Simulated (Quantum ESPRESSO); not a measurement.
## SiC (Moissanite 3C): the LO frequency by hand

How high does the longitudinal optical mode of SiC (Moissanite 3C) lie, given the transverse one, the Born charge and ε∞?

Program: Quantum ESPRESSO 7.5. Level of theory: DFT PBE, scalar-relativistic, plane waves, PseudoDojo norm-conserving pseudopotentials. Results are calculated unless marked as measured.

### 1. The relaxed structure

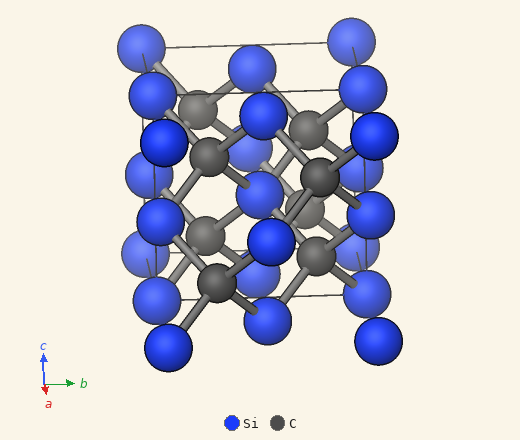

Start, viewed slightly off an axis; silicon blue, carbon dark grey. 2×1×1 cells are drawn. This picture shows the conventional cell, with its axes. Bonds to atoms that aren't drawn are left out. Some periodic images of atoms are drawn too.

Structure file:

```cif
data_structure
_symmetry_space_group_name_H-M 'P 1'
_symmetry_Int_Tables_number 1
_cell_length_a 3.0970
_cell_length_b 3.0970
_cell_length_c 3.0970
_cell_angle_alpha 60.000
_cell_angle_beta 60.000
_cell_angle_gamma 60.000
_cell_volume 21.00
loop_
_atom_site_label
_atom_site_type_symbol
_atom_site_fract_x
_atom_site_fract_y
_atom_site_fract_z
_atom_site_occupancy
Si1 Si 0.00000 0.00000 0.00000 1
C2 C 0.25000 0.25000 0.25000 1
```

This is the cell after its relaxation at this level of theory, not the database cell from which that began.

### 2. What the response run gave

A linear-response run on the relaxed cell, with the response to an electric field; only its zone-centre results are used. Cutoff 90 Ry, k mesh 12×12×12.

Output:

```text
[banners, grids, parts of the stress and lines that vanish by symmetry left out]
Program PHONON v.7.5
     Reading xml data from directory:

[...]
Exchange-correlation= PBE
                           (   1   4   3   4   0   0   0)
[...]
(   8 q-points):
[...]
kinetic-energy cut-off    =      90.0000  Ry
     charge density cut-off    =     360.0000  Ry
     convergence threshold     =      1.0E-18
[...]
Exchange-correlation= PBE
                           (   1   4   3   4   0   0   0)
[...]
q = (   0.0000000   0.0000000   0.0000000 )
     25 Sym.Ops. (with q -> -q+G )
     G cutoff =  624.6847  (  16361 G-vectors)     FFT grid: ( 36, 36, 36)
     number of k points=    72
[...]
Mode symmetry, T_d (-43m)  point group:
[...]
Dielectric constant
[...]
End of electric fields calculation
          Dielectric constant in cartesian axis
          (       6.964883668      -0.000000000       0.000000000 )
          (      -0.000000000       6.964883668       0.000000000 )
          (       0.000000000       0.000000000       6.964883668 )
          Effective charges (d Force / dE) in cartesian axis without acoustic sum rule applied (asr)
           atom    1  Si    Mean Z*:        2.68912
      Ex  (        2.68912       -0.00000        0.00000 )
      Ey  (       -0.00000        2.68912       -0.00000 )
      Ez  (        0.00000       -0.00000        2.68912 )
           atom    2  C     Mean Z*:       -2.69050
      Ex  (       -2.69050        0.00000        0.00000 )
      Ey  (        0.00000       -2.69050        0.00000 )
      Ez  (        0.00000        0.00000       -2.69050 )
          Effective charges Sum: Mean:       -0.00137
[...]
Effective charges (d Force / dE) in cartesian axis with asr applied:
           atom    1  Si    Mean Z*:        2.68981
[...]
atom    2  C     Mean Z*:       -2.68981
[...]
Representation #   1 modes #   1   2   3
[...]
End of self-consistent calculation
     Convergence has been achieved
     Representation #   2 modes #   4   5   6
[...]
End of self-consistent calculation
     Convergence has been achieved
[...]
Dielectric constant in cartesian axis
          (       6.964883668      -0.000000000       0.000000000 )
          (      -0.000000000       6.964883668       0.000000000 )
          (       0.000000000       0.000000000       6.964883668 )
          Effective charges (d Force / dE) in cartesian axis without acoustic sum rule applied (asr)
           atom    1  Si    Mean Z*:        2.68912
[...]
Mode symmetry, C_s (m)     point group:
[...]
q = (    0.750000000  -0.250000000   0.750000000 )
[...]
Mode symmetry, C_s (m)     point group:
     freq (   1-   1) =        324.5  [cm-1]   --> A''
     freq (   2-   2) =        397.4  [cm-1]   --> A'
     freq (   3-   3) =        531.6  [cm-1]   --> A'
     freq (   4-   4) =        745.7  [cm-1]   --> A''
     freq (   5-   5) =        751.9  [cm-1]   --> A'
     freq (   6-   6) =        838.7  [cm-1]   --> A'
[...]
Mode symmetry, C_s (m)     point group:
[...]
q = (    0.500000000   0.000000000   0.500000000 )
[...]
Mode symmetry, C_s (m)     point group:
     freq (   1-   1) =        286.3  [cm-1]   --> A''
     freq (   2-   2) =        390.6  [cm-1]   --> A'
     freq (   3-   3) =        477.3  [cm-1]   --> A'
     freq (   4-   4) =        742.6  [cm-1]   --> A''
     freq (   5-   5) =        762.9  [cm-1]   --> A'
     freq (   6-   6) =        856.3  [cm-1]   --> A'
[...]
Mode symmetry, D_2d (-42m) point group:
[...]
Representation #   3 modes #   3   4
[...]
Convergence has been achieved
     Representation #   4 modes #   5   6
[...]
Convergence has been achieved
[...]
q = (    0.000000000  -1.000000000   0.000000000 )
[...]
freq (    5) =      22.316858 [THz] =     744.410259 [cm-1]
     freq (    6) =      24.132335 [THz] =     804.968062 [cm-1]
[...]
Mode symmetry, D_2d (-42m) point group:
     freq (   1-   2) =        361.1  [cm-1]   --> E    X_5  W_3
     freq (   3-   3) =        621.9  [cm-1]   --> B_2  X_3  W_2
     freq (   4-   5) =        744.4  [cm-1]   --> E    X_5  W_3
     freq (   6-   6) =        805.0  [cm-1]   --> A_1  X_1  W_1
[...]
Mode symmetry, S_4 (-4)    point group:
[...]
Convergence has been achieved
[...]
Convergence has been achieved
[...]
Convergence has been achieved
[...]
Convergence has been achieved
     Representation #   5 mode #   5
[...]
End of self-consistent calculation
     Convergence has been achieved
     Representation #   6 mode #   6
[...]
End of self-consistent calculation
     Convergence has been achieved
[...]
q = (   -0.500000000  -1.000000000   0.000000000 )
[...]
freq (    1) =      11.822330 [THz] =     394.350474 [cm-1]
     freq (    2) =      13.630845 [THz] =     454.676050 [cm-1]
     freq (    3) =      15.764057 [THz] =     525.832328 [cm-1]
     freq (    4) =      21.560868 [THz] =     719.193156 [cm-1]
     freq (    5) =      22.633019 [THz] =     754.956243 [cm-1]
     freq (    6) =      25.053293 [THz] =     835.687885 [cm-1]
[...]
Mode symmetry, S_4 (-4)    point group:
     freq (   1-   1) =        394.4  [cm-1]   --> B    W_3
     freq (   2-   2) =        454.7  [cm-1]   --> E*   W_2
     freq (   3-   3) =        525.8  [cm-1]   --> E    W_4
     freq (   4-   4) =        719.2  [cm-1]   --> A    W_1
     freq (   5-   5) =        755.0  [cm-1]   --> E*   W_2
     freq (   6-   6) =        835.7  [cm-1]   --> B    W_3

   JOB DONE.
```

```
                       quantity   value
             cell volume Ω (Å³)  21.005
                 mass of Si (u)  28.085
                  mass of C (u)  12.011
     Born charge of Si, raw (e)   2.689
      Born charge of C, raw (e)  -2.691
                             ε∞   6.965
ω(TO) after the sum rule (cm⁻¹)   777.0
```

### 3. The calculation

The charges must sum to zero over the cell; taking off their mean, -0.001 e, leaves Z* = 2.690 e on Si. In the polar mode Si moves against C, so the reduced mass is μ = 28.09 × 12.01 / 40.10 = 8.413 u.

A longitudinal wave builds up a field that adds to the restoring force: ω(LO)² = ω(TO)² + 4π Z*² / (μ Ω ε∞), in Hartree atomic units. With μ = 15336 electron masses and Ω = 141.75 bohr³ the second term is 6.0049e-06 Ha², or 289250 cm⁻² (1 Ha = 219474.6 cm⁻¹).

So ω(LO) = √(603760 + 289250) = 945.0 cm⁻¹, and by the Lyddane-Sachs-Teller relation ε₀ = ε∞ (ω(LO)/ω(TO))² = 10.30.

### 4. Check against the program

The analysis program adds the same non-analytic term to the full matrix, here for q along (1 0 0).

Output:

```text
[banner, memory and clock lines left out]
Program DYNMAT v.7.5

     Reading Dynamical Matrix from file x.dyn1
     ...Force constants read
     ...epsilon and Z* read

     Polarizability (A^3 units)
     multiply by 0.334639 for Clausius-Mossotti correction
         9.970403   -0.000000    0.000000
        -0.000000    9.970403    0.000000
         0.000000    0.000000    9.970403

     IR activities are in (D/A)^2/amu units

# mode   [cm-1]    [THz]      IR
    1     -0.00   -0.0000    0.0000
    2     -0.00   -0.0000    0.0000
    3      0.00    0.0000    0.0000
    4    777.02   23.2946   19.8408
    5    777.02   23.2946   19.8408
    6    945.00   28.3303   19.8408
```

ε₀ comes from the program's run without a direction of q.

```
    quantity  by hand  program
ω(LO) (cm⁻¹)    945.0    945.0
          ε₀    10.30    10.30
```

### 5. What came out

```json
{
  "TO mode": "777.0 cm⁻¹",
  "LO mode": "945 cm⁻¹",
  "static dielectric constant": "10.30"
}
```

**Reading.** The LO mode of SiC (Moissanite 3C) lies at 945 cm⁻¹, 168 cm⁻¹ above the TO mode; the formula meets the program within 0.1 cm⁻¹, as it must for a cubic crystal with one polar mode. ω(LO)² − ω(TO)² goes with Z*²/ε∞: an error of 5 % in ε∞ would move the LO mode by 7.3 cm⁻¹, and semilocal functionals tend to overestimate ε∞. These are harmonic values at zero temperature, at the volume of this functional, for the structure held cubic; stability elsewhere in the zone is no part of this calculation.

[Host names and launcher messages were left out of these logs when they were recorded.]

[Logs are printed without paths, hosts, clocks, repeated set-up lines and the standing remarks that a program may print on its own settings, such as how far it seeks lower states.]

[Hosts, paths, dates, database ids (printed as entryN), source tags and the programs' standing remarks are cut or masked in the printed files.]
